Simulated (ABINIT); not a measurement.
Single-point calculation of Hf

System: Hf (P-1, 2 atoms in the cell).
Method: Kohn-Sham DFT of a periodic cell, LDA-Teter, PseudoDojo NC SR LDA v0.4.1 standard, no spin polarisation (ABINIT 10.8.3).

The structure derives from an entry of the Crystallography Open Database.

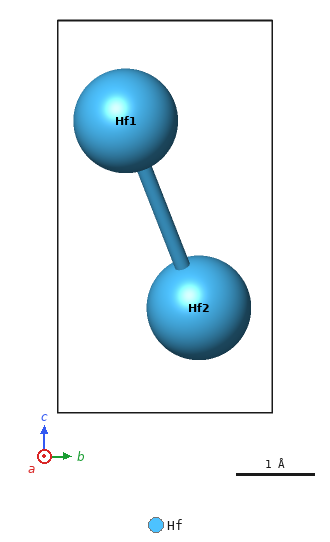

Figure 1. The structure as given in the input (ball-and-stick view of the cell of the calculation, along the a axis; atoms are numbered from 1 in the order of the input). An atom can appear more than once, as a periodic image.

Results in brief:

```tsv
quantity	value
outcome	converged
space group (tolerance 0.01 Å)	P-1 (2)
electrons treated	24
free energy	−3071.8208 eV
Fermi energy	10.300 eV
gap on the k-point mesh	none (metallic)
pressure	−8.38 GPa
largest force (length of the vector)	0.433 eV/Å
hardware	4 threads of Intel Xeon @ 2.50GHz (Skylake/Cascade Lake), 189 GiB of memory available, shared host
wall time	75 s (CPU time 5 min)
peak memory	0.28 GiB
```

Spin–orbit coupling is left out, which matters for Hf. The cell is under a tension of 8.4 GPa at this level, so it is not at its equilibrium volume.

Input:
```
pp_dirpath "./"
pseudos "Hf.upf"

acell 3*1.0 Angstrom
rprim
     3.1967000000     0.0000000000     0.0000000000
    -1.5983500000     2.7684234083     0.0000000000
     0.0000000000     0.0000000000     5.0578000000
ntypat 1
znucl 72
natom 2
typat 1 1
xred
     0.6101740000     0.3170230000     0.7439460000
     0.3293190000     0.6579600000     0.2671660000
chkprim 0
chksymtnons 0
tolsym 1.0e-6

ecut 707.496042 eV

kptopt 1
ngkpt 8 8 4
nshiftk 1
shiftk 0.0 0.0 0.0

ixc 1

nband 16
occopt 3
tsmear 0.00183747

nstep 100
tolvrs 1.0e-10

iomode 3
prtwf 0
prtden 0
prteig 0
prtebands 0
enunit 1
```

Run as:
```bash
mpirun --bind-to none -np 4 abinit run.abi > log 2>&1
```

Log:
```
.Version 10.8.3 of ABINIT
 Symmetries : space group P-1 (#  2); Bravais aP (primitive triclinic)
================================================================================
 Values of the parameters that define the memory need of the present run
     intxc =       0    ionmov =       0      iscf =       7    lmnmax =       8
     lnmax =       8     mgfft =      45  mpssoang =       4    mqgrid =    3001
     natom =       2  nloc_mem =       1    nspden =       1   nspinor =       1
    nsppol =       1      nsym =       2    n1xccc =    2501    ntypat =       1
    occopt =       3   xclevel =       1
       mpw =        1924          nfft =       40500          nkpt =         132
================================================================================
================================================================================

--------------------------------------------------------------------------------
------------- Echo of variables that govern the present computation ------------
--------------------------------------------------------------------------------
 -outvars: echo values of preprocessed input variables --------
            acell      1.8897261259E+00  1.8897261259E+00  1.8897261259E+00 Bohr
              amu      1.78490000E+02
          chkprim           0
      chksymtnons           0
             ecut      2.60000000E+01 Hartree
           enunit           1
                       outvar_i_n : Printing only first  50 k-points.
                       outvar_i_n : Printing only first  50 k-points.
         kptrlatt        8    0    0      0    8    0      0    0    4
          kptrlen      3.82314272E+01
            natom           2
            nband          16
            ngfft          30      30      45
             nkpt         132
            nstep         100
             nsym           2
           ntypat           1
                       prtocc : prtvol=0, do not print more k-points.
           occopt           3
           prtden           0
        prtebands           0
           prteig           0
            prtwf           0
            rprim      3.1967000000E+00  0.0000000000E+00  0.0000000000E+00
                      -1.5983500000E+00  2.7684234083E+00  0.0000000000E+00
                       0.0000000000E+00  0.0000000000E+00  5.0578000000E+00
          spgroup           2
           tolsym      1.00000000E-06
           tolvrs      1.00000000E-10
           tsmear      1.83747000E-03 Hartree
            typat      1  1
                       outvars : Printing only first  50 k-points.
           xangst      1.4438295137E+00  8.7765389417E-01  3.7627300788E+00
                       1.0836813000E-03  1.8215118657E+00  1.3512721948E+00
            xcart      2.7284423535E+00  1.6585254933E+00  7.1105293346E+00
                       2.0478608648E-03  3.4421585613E+00  2.5535343697E+00
             xred      6.1017400000E-01  3.1702300000E-01  7.4394600000E-01
                       3.2931900000E-01  6.5796000000E-01  2.6716600000E-01
            znucl       72.00000

================================================================================

 chkinp: Checking input parameters for consistency.

================================================================================
== DATASET  1 ==================================================================

--- !DatasetInfo
iteration_state: {dtset: 1, }
dimensions: {natom: 2, nkpt: 132, mband: 16, nsppol: 1, nspinor: 1, nspden: 1, mpw: 1924, }
cutoff_energies: {ecut:  26.0, pawecutdg:  -1.0, }
electrons: {nelect:   2.40000000E+01, charge:   0.00000000E+00, occopt:   3.00000000E+00, tsmear:   1.83747000E-03, }
meta: {optdriver: 0, ionmov: 0, optcell: 0, iscf: 7, paral_kgb: 0, }
...

 Exchange-correlation functional for the present dataset will be:
  LDA: new Teter (4/93) with spin-polarized option - ixc=1
  S. Goedecker, M. Teter, J. Huetter, PRB 54, 1703 (1996)

 Real(R)+Recip(G) space primitive vectors, cartesian coordinates (Bohr,Bohr^-1):
 R(1)=  6.0408875  0.0000000  0.0000000  G(1)=  0.1655386  0.0955737  0.0000000
 R(2)= -3.0204438  5.2315620  0.0000000  G(2)=  0.0000000  0.1911475  0.0000000
 R(3)=  0.0000000  0.0000000  9.5578568  G(3)=  0.0000000  0.0000000  0.1046260
 Unit cell volume ucvol=  3.0205960E+02 bohr^3
 Angles (23,13,12)=  9.00000000E+01  9.00000000E+01  1.20000000E+02 degrees

 getcut: wavevector=  0.0000  0.0000  0.0000  ngfft=  30  30  45
         ecut(hartree)=     26.000   => boxcut(ratio)=   2.00558

--- Pseudopotential description ------------------------------------------------
- pspini: atom type   1  psp file is ./Hf.upf
12 -1012 3 -1 1618                            pspcod,pspxc,lmax,lloc,mmax
     nproj     2     2     2     2

   1.05304316E+03                                ecore*ucvol(ha*bohr**3)
--------------------------------------------------------------------------------

================================================================================

--- !BeginCycle
iteration_state: {dtset: 1, }
solver: {iscf: 7, nstep: 100, nline: 4, wfoptalg: 0, }
tolerances: {tolvrs: 1.00E-10, }
...

     iter   Etot(hartree)      deltaE(h)  residm     vres2
 ETOT  1  -112.83041924920    -1.128E+02 2.233E-01 4.369E+01
 ETOT  2  -112.88692404950    -5.650E-02 1.491E-02 3.156E+00
 ETOT  3  -112.88732325112    -3.992E-04 4.798E-03 7.722E-02
 ETOT  4  -112.88733380518    -1.055E-05 5.793E-03 9.680E-04
 ETOT  5  -112.88733397984    -1.747E-07 1.778E-03 1.997E-06
 ETOT  6  -112.88733398088    -1.037E-09 2.419E-03 1.503E-07
 ETOT  7  -112.88733398093    -5.036E-11 3.670E-04 4.722E-09
 ETOT  8  -112.88733398093    -2.331E-12 1.036E-03 5.123E-11

 At SCF step    8       vres2   =  5.12E-11 < tolvrs=  1.00E-10 =>converged.

 Cartesian components of stress tensor (hartree/bohr^3)
  sigma(1 1)=  2.93027819E-04  sigma(3 2)= -2.25315935E-06
  sigma(2 2)=  2.93490390E-04  sigma(3 1)= -1.83710167E-05
  sigma(3 3)=  2.68047974E-04  sigma(2 1)=  4.09093838E-05

--- !ResultsGS
iteration_state: {dtset: 1, }
comment   : Summary of ground state results
lattice_vectors:
- [  6.0408875,   0.0000000,   0.0000000, ]
- [ -3.0204438,   5.2315620,   0.0000000, ]
- [  0.0000000,   0.0000000,   9.5578568, ]
lattice_lengths: [   6.04089,    6.04089,    9.55786, ]
lattice_angles: [ 90.000,  90.000, 120.000, ] # degrees, (23, 13, 12)
lattice_volume:   3.0205960E+02
convergence: {deltae: -2.331E-12, res2:  5.123E-11, residm:  1.036E-03, diffor: null, }
etotal    :  -1.12887334E+02
entropy   :   0.00000000E+00
fermie    :   3.78529076E-01
cartesian_stress_tensor: # hartree/bohr^3
- [  2.93027819E-04,   4.09093838E-05,  -1.83710167E-05, ]
- [  4.09093838E-05,   2.93490390E-04,  -2.25315935E-06, ]
- [ -1.83710167E-05,  -2.25315935E-06,   2.68047974E-04, ]
pressure_GPa:  -8.3807E+00
xred      :
- [  6.1017E-01,   3.1702E-01,   7.4395E-01, Hf]
- [  3.2932E-01,   6.5796E-01,   2.6717E-01, Hf]
cartesian_forces: # hartree/bohr
- [  5.00783833E-03,   5.85437889E-04,   6.73299292E-03, ]
- [ -5.00783833E-03,  -5.85437889E-04,  -6.73299292E-03, ]
force_length_stats: {min:   8.41156204E-03, max:   8.41156204E-03, mean:   8.41156204E-03, }
...

 Integrated electronic density in atomic spheres:
 ------------------------------------------------
 Atom  Sphere_radius  Integrated_density
    1        2.00000          8.42010148
    2        2.00000          8.42569608
================================================================================

 ----iterations are completed or convergence reached----

 Mean square residual over all n,k,spin=   31.570E-07; max=  10.359E-04
 reduced coordinates (array xred) for    2 atoms
       0.610174000000      0.317023000000      0.743946000000
       0.329319000000      0.657960000000      0.267166000000
 rms dE/dt=  4.1641E-02; max dE/dt=  6.4353E-02; dE/dt below (all hartree)
    1      -0.030251788009      0.012063139365     -0.064352982122
    2       0.030251788009     -0.012063139365      0.064352982122

 cartesian coordinates (angstrom) at end:
    1      1.44382951375000     0.87765389416949     3.76273007880000
    2      0.00108368130000     1.82151186572507     1.35127219480000

 cartesian forces (hartree/bohr) at end:
    1      0.00500783833104     0.00058543788924     0.00673299291580
    2     -0.00500783833104    -0.00058543788924    -0.00673299291580
 frms,max,avg= 4.8564176E-03 6.7329929E-03   0.000E+00  0.000E+00  0.000E+00 h/b

 cartesian forces (eV/Angstrom) at end:
    1      0.25751340074374     0.03010442666431     0.34622441626893
    2     -0.25751340074374    -0.03010442666431    -0.34622441626893
 frms,max,avg= 2.4972703E-01 3.4622442E-01   0.000E+00  0.000E+00  0.000E+00 e/A
 length scales=  1.889726125908  1.889726125908  1.889726125908 bohr
              =  1.000000000000  1.000000000000  1.000000000000 angstroms
 Fermi (or HOMO) energy (eV) =  10.30030   Average Vxc (eV)= -11.98452
 Eigenvalues (   eV  ) for nkpt= 132  k points:
 kpt#   1, nband= 16, wtk=  0.00391, kpt=  0.0000  0.0000  0.0000 (reduced coord)
 -51.60323  -51.52439  -20.74042  -20.00242  -19.94850  -19.86172  -19.82816  -19.81607
   2.96307    6.58637   10.90861   11.31260   11.51731   11.65516   12.13100   12.31296
 prteigrs : prtvol=0 or 1, do not print more k-points.

--- !EnergyTerms
iteration_state     : {dtset: 1, }
comment             : Components of total free energy in Hartree
kinetic             :  2.89422358518507E+01
hartree             :  1.43464824883642E+01
xc                  : -2.82425829348150E+01
Ewald energy        : -7.79391367985408E+01
psp_core            :  3.48620982265766E+00
local_psp           : -5.85607357398218E+01
non_local_psp       :  5.08068044943653E+00
internal            : -1.12886846860869E+02
'-kT*entropy'       : -4.87120059279536E-04
total_energy        : -1.12887333980928E+02
total_energy_eV     : -3.07182084723408E+03
band_energy         : -1.40971536855011E+01
...

 Cartesian components of stress tensor (hartree/bohr^3)
  sigma(1 1)=  2.93027819E-04  sigma(3 2)= -2.25315935E-06
  sigma(2 2)=  2.93490390E-04  sigma(3 1)= -1.83710167E-05
  sigma(3 3)=  2.68047974E-04  sigma(2 1)=  4.09093838E-05

-Cartesian components of stress tensor (GPa)         [Pressure= -8.3807E+00 GPa]
- sigma(1 1)=  8.62117607E+00  sigma(3 2)= -6.62902368E-02
- sigma(2 2)=  8.63478538E+00  sigma(3 1)= -5.40493971E-01
- sigma(3 3)=  7.88624365E+00  sigma(2 1)=  1.20359563E+00

== END DATASET(S) ==============================================================
================================================================================

 -outvars: echo values of variables after computation  --------
            acell      1.8897261259E+00  1.8897261259E+00  1.8897261259E+00 Bohr
           etotal     -1.1288733398E+02
            fcart      5.0078383310E-03  5.8543788924E-04  6.7329929158E-03
                      -5.0078383310E-03 -5.8543788924E-04 -6.7329929158E-03
            rprim      3.1967000000E+00  0.0000000000E+00  0.0000000000E+00
                      -1.5983500000E+00  2.7684234083E+00  0.0000000000E+00
                       0.0000000000E+00  0.0000000000E+00  5.0578000000E+00
           strten      2.9302781875E-04  2.9349038981E-04  2.6804797355E-04
                      -2.2531593523E-06 -1.8371016673E-05  4.0909383804E-05
           xangst      1.4438295137E+00  8.7765389417E-01  3.7627300788E+00
                       1.0836813000E-03  1.8215118657E+00  1.3512721948E+00
             xred      6.1017400000E-01  3.1702300000E-01  7.4394600000E-01
                       3.2931900000E-01  6.5796000000E-01  2.6716600000E-01
 Calculation completed.
```

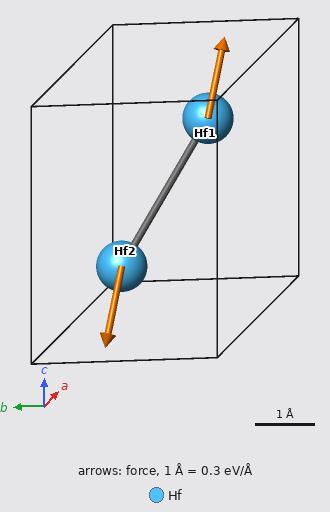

Figure 2. Forces on the atoms as orange arrows (ball-and-stick view of the cell of the calculation, seen at an oblique angle; atoms are numbered from 1 in the order of the input). The largest act on Hf1, Hf2 (0.43 eV/Å). The geometry is not a stationary point of this energy.
